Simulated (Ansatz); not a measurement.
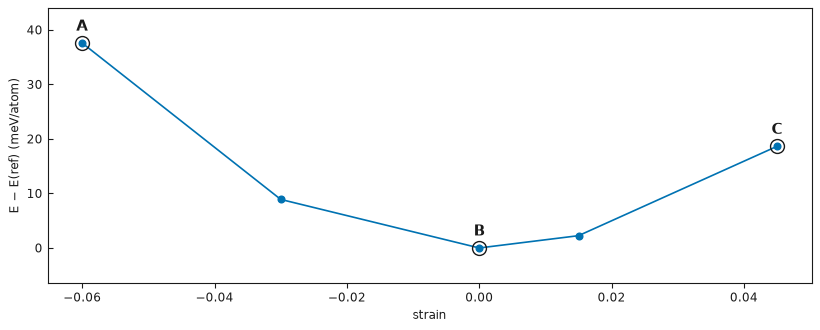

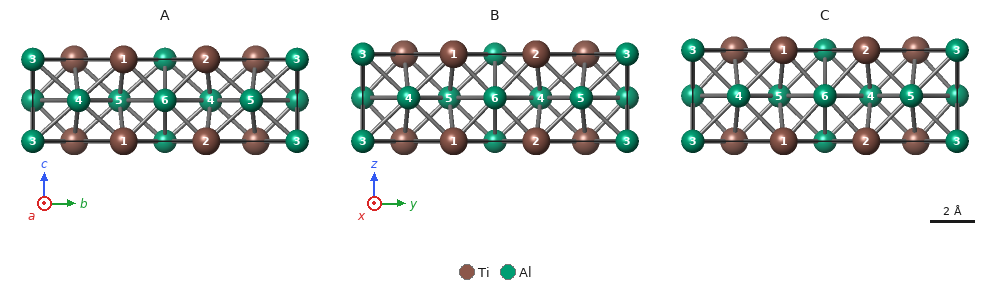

A scan of solid TiAl₂ (Cmmm): the cell is strained along z alone, with the atoms kept at their fractional coordinates. x, y and z are the Cartesian axes of the input. The lettered frames are marked on the plot. Style: ball-and-stick. Shown: the conventional cell (2 times the calculation's cell), repeated 1 × 1 × 1 with one cell outlined, along the a axis. Lengths and directions refer to the drawn axes.

All numbers below come from DFT PBEsol, scalar-relativistic, plane waves, PAW (Ansatz 0.2.0). (plane-wave cutoff 420 eV; k-point mesh 14 × 14 × 12; occupations gaussian; smearing width 0.15 eV; no spin polarisation). Energies (free energies at the smearing named) are counted from the relaxed crystal.

> Describe the profile.

The lowest computed point lies at the strain 0.00 (0.0 meV/atom). The distortion keeps the space group Cmmm. At the strain −0.06 the cell of the drawing goes c 3.972 → 3.734 Å.
